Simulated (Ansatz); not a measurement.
Start from this file.

```cif
data_structure
_symmetry_space_group_name_H-M 'P 1'
_symmetry_Int_Tables_number 1
_cell_length_a 6.6332
_cell_length_b 6.6332
_cell_length_c 6.6332
_cell_angle_alpha 90.000
_cell_angle_beta 90.000
_cell_angle_gamma 90.000
_cell_volume 291.86
loop_
_atom_site_label
_atom_site_type_symbol
_atom_site_fract_x
_atom_site_fract_y
_atom_site_fract_z
_atom_site_occupancy
In1 In 0.00000 0.00000 0.00000 1
Sb1 Sb 0.25000 0.25000 0.75000 1
In2 In 0.00000 0.50000 0.50000 1
Sb2 Sb 0.25000 0.75000 0.25000 1
In3 In 0.50000 0.00000 0.50000 1
Sb3 Sb 0.75000 0.25000 0.25000 1
In4 In 0.50000 0.50000 0.00000 1
Sb4 Sb 0.75000 0.75000 0.75000 1
```

Question: Summarise the structure in words.

Answer: The material is InSb. The lattice is face-centred cubic and the space group F-43m (No. 216). Its structure type: zinc blende (sphalerite type). With Z = 4, the cell contains 4 In, 4 Sb. Each In atom has four Sb in a tetrahedral arrangement at 2.87 Å around it. The neighbours of Sb are four In in a tetrahedral arrangement at 2.87 Å. The bonds build a three-dimensional framework.

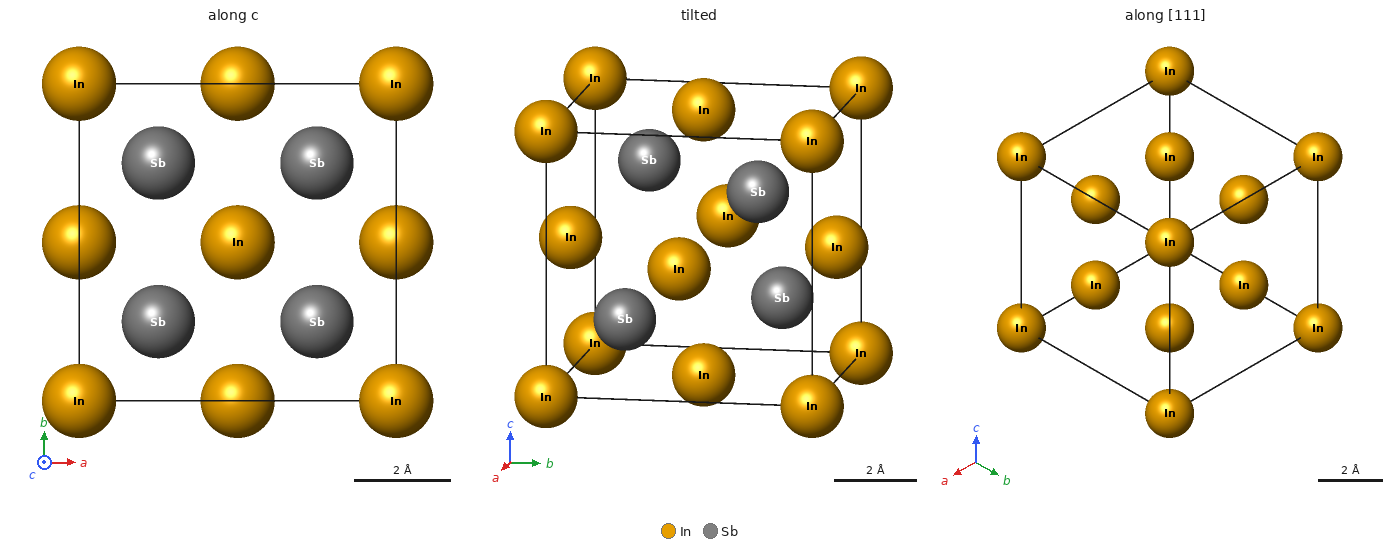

An orthographic spheres-only view of the structure, along the c axis, slightly off an axis and along [111]. The edges of the conventional unit cell are marked.

Starting structure: a structure listed in the Materials Project. Earlier steps of the study may have refined or changed the cell and positions. It was set up as input for a calculation with Ansatz.
